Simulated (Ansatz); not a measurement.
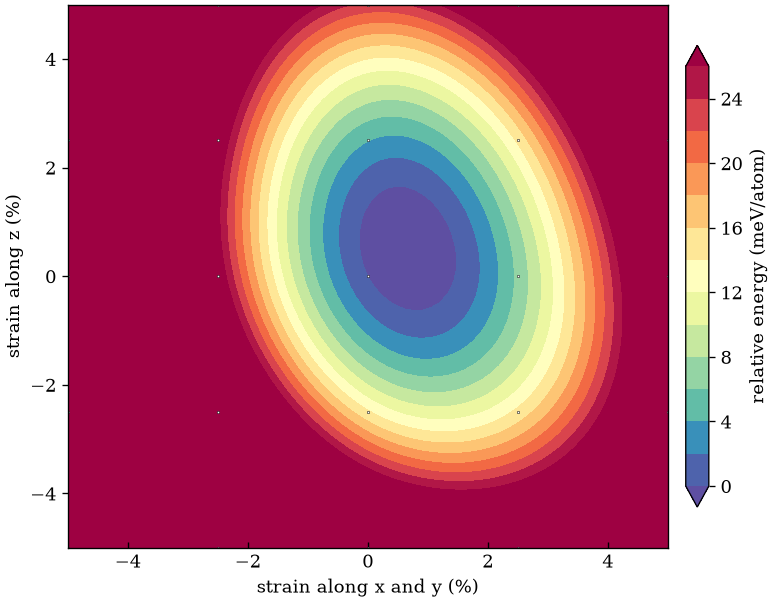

Si (P6/mmm, No. 191; 1 atom in the cell). The cell is strained homogeneously, by one strain along x and y and another along z, with fractional coordinates fixed (x along [1 0 0], z along [0 0 1] of the conventional cell). The first coordinate is: strain along x and y; the second: strain along z. Grid: 5 × 5 points. Energies: meV/atom, counted from the lowest grid point. The reference cell is the one listed in the database, not relaxed at this level. All numbers below come from DFT r2SCAN, scalar-relativistic, plane waves, PAW (Ansatz). Settings: cutoff 500 eV, k-mesh 24×24×20 in the order of the run's cell vectors, gaussian smearing 0.15 eV, no spin polarisation.

In the figure: filled contours, dots at the grid points, one colour for all values above the top of the scale. Between grid points the surface is interpolated.

> Estimate the clamped-ion elastic constants that this map fixes.

With the cell volume of 14.7 Å³, the curvatures of the interpolated surface at its minimum give C₁₁ + C₂₂ + 2C₁₂ ≈ 570 GPa, C₃₃ ≈ 300 GPa and C₁₃ + C₂₃ ≈ 73 GPa (clamped ions, Cartesian axes of the cell). A stretch of 1 % along z with free sides (kept equal in x and y) would change the in-plane lengths by about −0.13 %.
